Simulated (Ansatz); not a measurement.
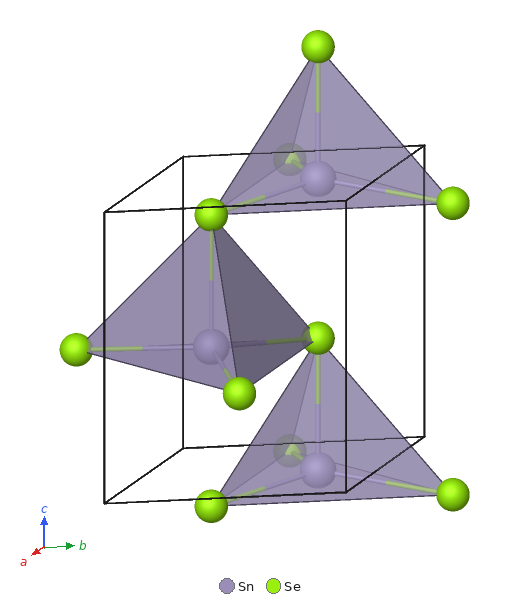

We look at a polyhedral model of the crystal slightly off an axis. The outline marks the conventional unit cell. A few atoms beyond the faces are included.

SnSe, space group P6_3mc (No. 186), a = 5.075 Å, b = 5.075 Å, c = 6.174 Å, α = 90.00°, β = 90.00°, γ = 120.00°. Source of the structure: a structure type filled with these elements by a generator (whether the compound takes this form wasn't checked). Earlier steps of the study, as a rule a relaxation of our own, may have changed the cell and positions, so they can lie some per cent off the listed ones. A calculation with Ansatz used it as input.

This one geometry was computed with Ansatz (DFT, plane waves, PAW) at four levels of theory: PBE, r2SCAN, PBE with spin-orbit coupling and LDA. It was relaxed beforehand with r2SCAN.

> Which level gives the highest pressure at this volume, and what does that say about its equilibrium volume?

Highest: PBE (0.9 GPa) and PBE with spin-orbit coupling (0.8 GPa), which points to the largest equilibrium volume. Lowest, with the smallest volume: LDA (-2.3 GPa). Levels within 0.5 GPa of each other can't be told apart.

> How does the band gap change with the level of theory?

PBE with spin-orbit coupling: a gap of 0.71 eV, direct; LDA: a gap of 0.84 eV, direct; PBE: a gap of 0.88 eV, direct; r2SCAN: a gap of 1.00 eV, indirect.

> Collect the results in a table.

| level | cutoff (eV) | k-mesh of the run's cell | gap (eV) | pressure (GPa) |
| --- | --- | --- | --- | --- |
| PBE | 420 | 6×6×4 | 0.88 | 0.9 |
| r2SCAN | 500 | 6×6×4 | 1.00 | 0.0 |
| PBE with spin-orbit coupling | 420 | 6×6×4 | 0.71 | 0.8 |
| LDA | 420 | 6×6×4 | 0.84 | -2.3 |

Gaps are taken on the k-mesh or band path of each run.
